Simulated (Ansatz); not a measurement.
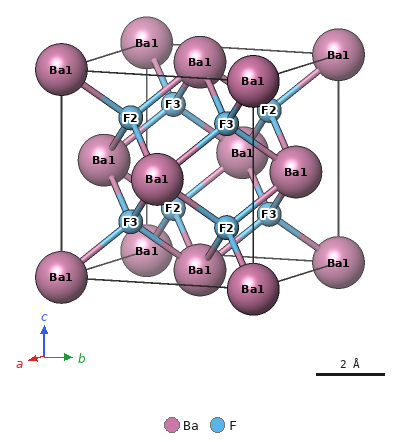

Fig. 1: The input geometry (ball-and-stick view of the cell 4 times as large as that of the calculation, set on its symmetry axes, seen slightly off an axis; atoms are numbered from 1 in the order of the input). An atom can appear more than once, as a periodic image. Near neighbours in the periodic cell (some may lie outside the picture): Ba has 8 F at 2.68 Å; F has 4 Ba at 2.68 Å.

# Run report: BaF2, single-point calculation

The run: single-point calculation of BaF2 (Fm-3m, 3 atoms in the cell). Method and program: DFT, PBE, plane waves, PAW, spin-orbit coupling (Ansatz 0.2.0).

The structure was built on a prototype by a generator; it need not be a known phase. Figures and captions count atoms from 1; the log counts them from 0 in places.

## Log
```
Warning: output.forces, output.stress, relax.cell or npt_langevin: where a Kohn–Sham band that disperses or a degenerate level is filled in part under the method tetrahedron, the forces or the stress that this run publishes need not agree with its energy (scf.occupations.method in the input reference, under Limitations); prefer a smearing scheme for the forces or the stress
scf.n_extra_bands = 32 over 24 filled bands (N_el = 24.0): the run solves 56 bands
Engine: ansatz 0.2.0, aarch64-unknown-linux-gnu
Pseudopotentials: kind: paw_fr
Pseudopotential: Ba, paw_fr, valence charge 10, recommended cutoff 420 eV (normal), Ba.paw.azcp#standard-fr
Pseudopotential: F, paw_fr, valence charge 7, recommended cutoff 420 eV (normal), F.paw.azcp#standard-fr
Functional definition: PBE
  parameter kappa = 0.804
  parameter beta = 0.06672455060314922
  exchange = pbe_x(kappa = kappa, mu = beta*pi^2/3)
  correlation = pbe_c(beta = beta)
non-collinear run that drives no moment, with spin-orbit: no starting moment large enough to seed its density (crystal.atoms[].spin), no starting occupations that ask for one, no magnetisation constraint and no magnetic field, so the semilocal B_xc is pinned to zero
Crystal: 3 atoms, lattice volume = 59.585 Å³
Basis set: ecut = 420 eV, 1211 PW (Γ), exchange–correlation on 60×60×60 points (8 copies of the dense FFT grid, shifted against one another)
Bands: 56, of which v1, the nominal top of the filled ones, is band 24 counted from 1 (23 counted from 0)
Symmetry: 48 space group operations + 48 with time reversal
Magnetic group: BNS 225.117 (UNI 1619), of the structure as read, at distance tolerance 3.9e-5 Å
k-points: 29 of 512
Projection manifold: j_resolved (fully-relativistic pseudo-atomic orbitals)
Non-local potential: Ba, projectors of the file, l = 0: 3, l = 1: 4, l = 2: 4, l = 3: 4
Non-local potential: F, projectors of the file, l = 0: 2, l = 1: 4, l = 2: 2
PAW form: soft (Blöchl's): semilocal exchange-correlation on the pseudo side does not see the compensation charge
PAW one-centre angular grid: Ba, 194 points (default); XC on 64 Gauss nodes
PAW one-centre angular grid: F, 110 points (default); XC on 64 Gauss nodes
Initial density: superposition of atomic densities (chi_scale 0.1, normalization cell, long waves kept (reshape's long-wave potential 0.00 eV rms))
Initial wavefunctions: pseudopotential atomic-orbital guess
Functional: x = pbe(κ = 0.804, μ = 0.2195149727645171), c = pbe(β = 0.06672455060314922)
SCF iter   1: F=—  HF=-7579.994642 eV  |F-HF|=—  |Δ(HF+E_count)|=         —  Δρ=1.41e-1  dr2=1.07e1  dr2_m=0.00e0 (ungated)  ethr=3.10e-3  |M|=0.00e0 ∫|m|=0.00e0 μB  |m|>n=0.0e0 m-floor=0.0e0 τ_xc=0.0e0  β_m=0.30  ⟨swp⟩=8.1  Hψ=5447  notcnv=0  defer=214
preconditioner: auto → none  [insulator: Δε(μ)=4.368 eV  Ē_g=16.112 eV  n_scr=14 (ndim 8)  ℏωp=22.6 eV  f_vac=0.000  ε∞_Penn≈3.0]
SCF iter   2: F=—  HF=-7577.280999 eV  |F-HF|=—  |Δ(HF+E_count)|=    2.71e0  Δρ=2.96e-2  dr2=6.68e-1  dr2_m=0.00e0 (ungated)  ethr=3.10e-3  |M|=0.00e0 ∫|m|=0.00e0 μB  |m|>n=0.0e0 m-floor=0.0e0 τ_xc=0.0e0  β_m=0.30  ⟨swp⟩=3.0  Hψ=1481  notcnv=0  defer=722
SCF iter   3: F=—  HF=-7577.159417 eV  |F-HF|=—  |Δ(HF+E_count)|=   1.22e-1  Δρ=1.47e-2  dr2=2.22e-1  dr2_m=0.00e0 (ungated)  ethr=2.78e-3  |M|=0.00e0 ∫|m|=0.00e0 μB  |m|>n=0.0e0 m-floor=0.0e0 τ_xc=0.0e0  β_m=0.50  ⟨swp⟩=3.0  Hψ=814  notcnv=0  defer=722
SCF iter   4: F=—  HF=-7577.164545 eV  |F-HF|=—  |Δ(HF+E_count)|=   5.13e-3  Δρ=3.41e-3  dr2=5.14e-3  dr2_m=0.00e0 (ungated)  ethr=9.24e-4  |M|=0.00e0 ∫|m|=0.00e0 μB  |m|>n=0.0e0 m-floor=0.0e0 τ_xc=0.0e0  β_m=0.66  ⟨swp⟩=2.9  Hψ=931  notcnv=0  defer=722
SCF iter   5: F=—  HF=-7577.169981 eV  |F-HF|=—  |Δ(HF+E_count)|=   5.44e-3  Δρ=8.78e-4  dr2=4.73e-4  dr2_m=0.00e0 (ungated)  ethr=2.14e-5  |M|=0.00e0 ∫|m|=0.00e0 μB  |m|>n=0.0e0 m-floor=0.0e0 τ_xc=0.0e0  β_m=0.65  ⟨swp⟩=3.5  Hψ=1380  notcnv=0  defer=722
SCF iter   6: F=—  HF=-7577.169859 eV  |F-HF|=—  |Δ(HF+E_count)|=   1.22e-4  Δρ=1.24e-4  dr2=1.24e-5  dr2_m=0.00e0 (ungated)  ethr=1.97e-6  |M|=0.00e0 ∫|m|=0.00e0 μB  |m|>n=0.0e0 m-floor=0.0e0 τ_xc=0.0e0  β_m=0.82  ⟨swp⟩=2.7  Hψ=781  notcnv=0  defer=722
SCF iter   7: F=—  HF=-7577.169858 eV  |F-HF|=—  |Δ(HF+E_count)|=   1.36e-6  Δρ=4.37e-5  dr2=1.49e-6  dr2_m=0.00e0 (ungated)  ethr=5.15e-8  |M|=0.00e0 ∫|m|=0.00e0 μB  |m|>n=0.0e0 m-floor=0.0e0 τ_xc=0.0e0  β_m=0.73  ⟨swp⟩=3.2  Hψ=889  notcnv=0  defer=722
SCF iter   8: F=—  HF=-7577.169857 eV  |F-HF|=—  |Δ(HF+E_count)|=   4.22e-7  Δρ=1.27e-5  dr2=1.28e-7  dr2_m=0.00e0 (ungated)  ethr=6.20e-9  |M|=0.00e0 ∫|m|=0.00e0 μB  |m|>n=0.0e0 m-floor=0.0e0 τ_xc=0.0e0  β_m=0.86  ⟨swp⟩=2.4  Hψ=736  notcnv=0  defer=722
SCF iter   9: F=-7577.169857 eV  HF=-7577.169857 eV  |F-HF|=1.93e-9  |Δ(HF+E_count)|=   4.15e-8  Δρ=1.85e-6  dr2=2.16e-9  dr2_m=0.00e0 (ungated)  ethr=4.17e-10  |M|=0.00e0 ∫|m|=0.00e0 μB  |m|>n=0.0e0 m-floor=0.0e0 τ_xc=0.0e0  ⟨swp⟩=12.8  Hψ=5762  notcnv=0
SCF 1 converged in 9 iterations: F = -7577.169857 eV  dr2 = 2.16e-9
  greatest PAW one-centre occupation: 0.955 electrons in one spin orbital (limit 2), on the Ba atom at site 0 (counted from 0), in its partial waves of l = 0
SCF converged after 9 iterations
Stability not checked: this state was not tested for a lower state beside it, because cold or Methfessel-Paxton smearing, or corrected tetrahedra, fill the levels in a way that the test cannot read (fill_not_monotonic; see scf.lower_state_search)
Magnetization: |M| = 0.0000 μB,  M = (+0.0000, +0.0000, +0.0000) μB
Absolute magnetization: 0.0000 μB (∫|m|)
  site 0: m = (+0.0000, +0.0000, +0.0000) μB, |m| = 0.0000 μB  (R = 1.11 Å)
  site 1: m = (+0.0000, +0.0000, +0.0000) μB, |m| = 0.0000 μB  (R = 1.11 Å)
  site 2: m = (+0.0000, +0.0000, +0.0000) μB, |m| = 0.0000 μB  (R = 1.11 Å)
Free energy (F): -7577.169857 eV
Harris-Foulkes:  -7577.169857 eV  (|F-HF|=1.93e-9)
Internal energy: -7577.169857 eV  (E = F + TS)
E sigma→0 (E₀):  -7577.169857 eV
Fermi energy:    3.142970 eV
--- Per-component energies (eV) ---
  E_band       = -101.898563
  E_kinetic    = 583.891973
  E_local      = -1550.406188  (includes V_loc(G=0)·N_el)
  E_nonlocal   = 203.495440
  E_hartree    = 586.065226
  E_xc         = -330.104472
  E_vxc        = -343.161430  (∫ρ·V_xc dr)
  E_paw        = -5631.174294  (= ΣΔE_a)
  E_vpaw       = -167.854644  (= ΣTr[D̂ρ^β])
  E_aug_tail   = 0.004137  (compensation charges beyond the density's cutoff)
  E_ewald      = -1438.941679
  E_smearing   = -0.000000  (= −TS)
  E_closure    = -0.000000  (closes the sum)
  Σ components = -7577.169857   (vs F -7577.169857, Δ=0.00e0)
--- Forces (eV/Å), atoms counted from 1 ---
  atom   1  Ba    -0.00000000     0.00000000    -0.00000000
  atom   2  F      0.00000000     0.00000000    -0.00000000
  atom   3  F      0.00000000    -0.00000000    -0.00000000
  max |Σ_I F_I| component: 1.85e-17 eV/Å
--- Stress (GPa, compression-positive) ---
        1.265970      -0.000000      -0.000000
        0.000000       1.265970      -0.000000
        0.000000       0.000000       1.265970
  P = ⅓ Tr σ = 1.2660 GPa (12.660 kbar)
--- Band table (eV; the first three rows and the last of 29) ---
  k-point 0: bands = ["-19.8190", "-19.8190", "-15.8045", "-15.8045", "-15.7340", "-15.7340", "-6.0976", "-6.0976", "-4.0611", "-4.0611", "-4.0611", "-4.0611", "1.6235", "1.6235", "1.6653", "1.6653", "1.6653", "1.6653", "2.9465", "2.9465", "3.0757", "3.0757", "3.0757", "3.0757", "9.9601", "9.9601", "12.4026", "12.4026", "12.4026", "12.4026", "14.5677", "14.5677", "14.5677", "14.5677", "14.6551", "14.6551", "15.6939", "15.6939", "15.6939", "15.6939", "15.7351", "15.7351", "16.3031", "16.3031", "16.4449", "16.4449", "16.4449", "16.4449", "16.4857", "16.4857", "19.9842", "19.9842", "20.1992", "20.1992", "20.1992", "20.1992"]
  k-point 1: bands = ["-19.7887", "-19.7887", "-15.8191", "-15.8191", "-15.7722", "-15.7722", "-6.1140", "-6.1140", "-4.0963", "-4.0963", "-4.0900", "-4.0900", "1.6997", "1.6997", "1.7331", "1.7331", "1.8144", "1.8144", "2.8866", "2.8866", "3.0086", "3.0086", "3.0591", "3.0591", "10.3105", "10.3105", "12.3842", "12.3842", "12.3846", "12.3846", "14.3832", "14.3832", "14.5792", "14.5792", "14.6416", "14.6416", "15.5374", "15.5374", "15.8076", "15.8076", "15.8408", "15.8408", "16.3018", "16.3018", "16.3881", "16.3881", "16.4306", "16.4306", "16.5018", "16.5018", "19.4942", "19.4942", "20.2795", "20.2795", "20.4314", "20.4314"]
  k-point 2: bands = ["-19.7127", "-19.7127", "-15.8906", "-15.8906", "-15.8313", "-15.8313", "-6.1516", "-6.1516", "-4.1742", "-4.1742", "-4.1575", "-4.1575", "1.8491", "1.8491", "1.8858", "1.8858", "2.2016", "2.2016", "2.7031", "2.7031", "2.9328", "2.9328", "3.0310", "3.0310", "11.1110", "11.1110", "12.3639", "12.3639", "12.3668", "12.3668", "13.9255", "13.9255", "14.6242", "14.6242", "14.6737", "14.6737", "15.2498", "15.2498", "15.9992", "15.9992", "16.0038", "16.0038", "16.2415", "16.2415", "16.2432", "16.2432", "16.4299", "16.4299", "16.5511", "16.5511", "18.6216", "18.6216", "20.9278", "20.9278", "21.1333", "21.1333"]
  k-point 28: bands = ["-19.5187", "-19.5187", "-16.0245", "-16.0245", "-16.0188", "-16.0188", "-6.2438", "-6.2438", "-4.4238", "-4.4238", "-4.2134", "-4.2134", "1.9170", "1.9170", "2.5050", "2.5050", "2.7562", "2.7562", "2.8285", "2.8285", "2.8354", "2.8354", "2.9182", "2.9182", "10.7083", "10.7083", "12.9371", "12.9371", "13.0802", "13.0802", "13.1227", "13.1227", "15.1941", "15.1941", "15.5805", "15.5805", "15.6280", "15.6280", "16.0578", "16.0578", "16.0844", "16.0844", "16.1701", "16.1701", "16.2706", "16.2706", "16.6058", "16.6058", "18.2051", "18.2051", "18.6063", "18.6063", "18.7933", "18.7933", "18.8912", "18.8912"]
```

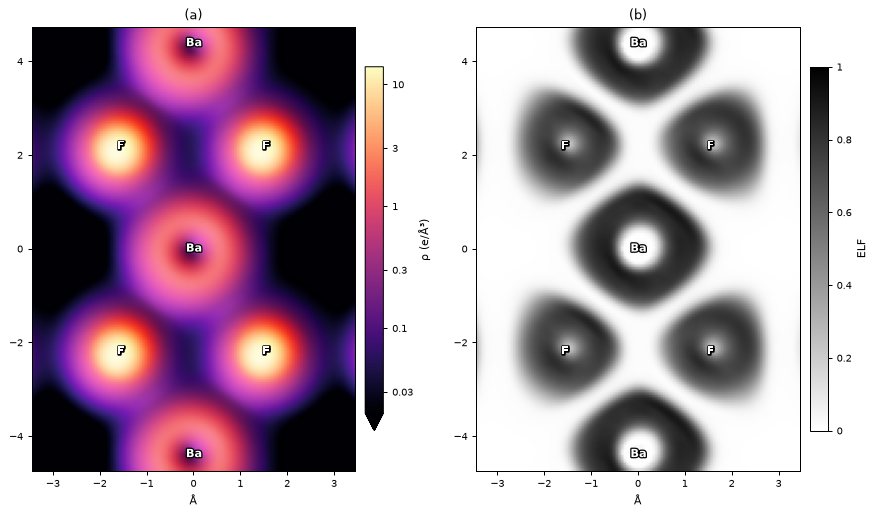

Fig. 2: (a) valence electron density; (b) electron localisation function on the (011) plane of the conventional cell. Ba–F (2.68 Å): ρ at the midpoint is about 0.24 e/Å³, with its minimum of 0.2 e/Å³ about 1.5 Å from Ba; the ELF is about 0.15 at the midpoint, which marks ionic bonding with no shared pair. Away from the nuclei the density in this plane falls to 0.003 e/Å³ at its lowest. The strong features right at Ba lie inside the PAW spheres (semicore, d or f shells) and say nothing about bonding. In a PAW calculation such maps are meaningful between the atoms, not at the nuclei.

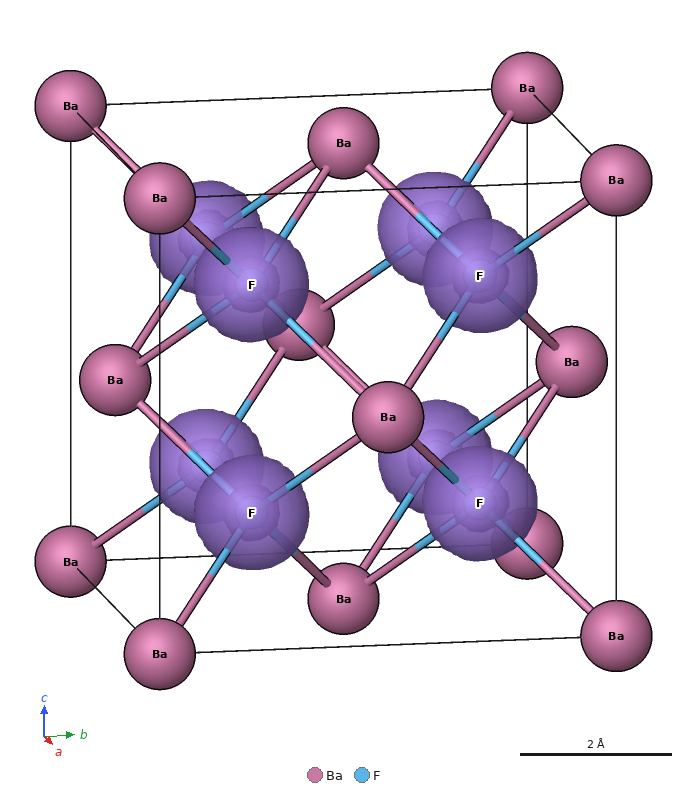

Fig. 3: Isosurface of the electron localisation function at 0.75 (purple), seen slightly off an axis. Only the valence region is drawn (cores and ρ < 0.01 e/Å³ removed). Sticks mark near contacts. The outline is the cell set on symmetry axes. Along the contacts the grid gives the following. Ba–F (2.68 Å): the ELF is about 0.15 at the midpoint, which marks a largely ionic contact.

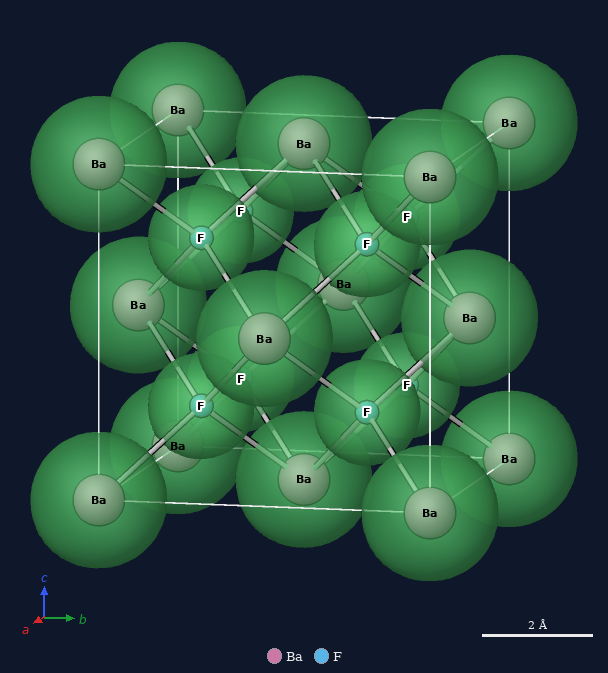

Fig. 4: Isosurface of the valence charge density (pseudo) at 0.3 e/Å³ (green), seen slightly off an axis. Sticks mark near contacts. The outline is the cell set on symmetry axes. At this value the density breaks into separate islands; it holds about 85 % of the electrons treated as valence (semicore included). It is pinched off along the Ba–F (2.68 Å) contacts. On the grid the lowest density along these lines, outside the cores, is 0.2 e/Å³ (Ba–F, 2.68 Å).

The run was set up as follows.

## Input file
```yaml
crystal:
  lattice:
    - [0.0, 3.1000485598, 3.1000485598]
    - [3.1000485598, 0.0, 3.1000485598]
    - [3.1000485598, 3.1000485598, 0.0]
  atoms:
    - { symbol: Ba, position: [0.0, 0.0, 0.0] }
    - { symbol: F, position: [0.25, 0.25, 0.25] }
    - { symbol: F, position: [0.75, 0.75, 0.75] }
basis:
  ecutwfc: 420
  ecutrho_ratio: 4
kpoints:
  mp_grid: { grid: [8, 8, 8] }
hamiltonian:
  xc: pbe
scf:
  occupations: { method: tetrahedron }
  n_extra_bands: 32
output:
  forces: true
  stress: true
  write_density: true
  write_potential: true
  elf: true
  volumetric_format: npy
magnetization:
  noncollinear: true
  spin_orbit: true
```

Run as:
```bash
ansatz run input.yaml --threads 4 --pin off --max-ram 9216MiB --backend cpu --events-out ev --progress --plain --runs-dir out
```

## Results in brief

| quantity | value |
| --- | --- |
| outcome | converged |
| space group (tolerance 0.01 Å) | Fm-3m (225) |
| electrons treated | 24 |
| free energy | −7577.1699 eV |
| Fermi energy | 3.143 eV |
| gap on the k-point mesh | 6.82 eV |
| net moment of the cell | 0.00 μB |
| integrated absolute moment | 0.00 μB |
| pressure | 1.27 GPa |
| largest force (length of the vector) | under 0.001 eV/Å |
| hardware | 4 threads of Arm Neoverse V2, 24 GiB of memory available, shared host |
| wall time | 3.6 s (CPU time 13 s) |
| peak memory | 0.58 GiB |

## Remarks

Settings chosen away from the usual ones: hamiltonian.xc = "pbe", scf.occupations.width = null, scf.occupations.method = "tetrahedron", scf.n_extra_bands = 32.
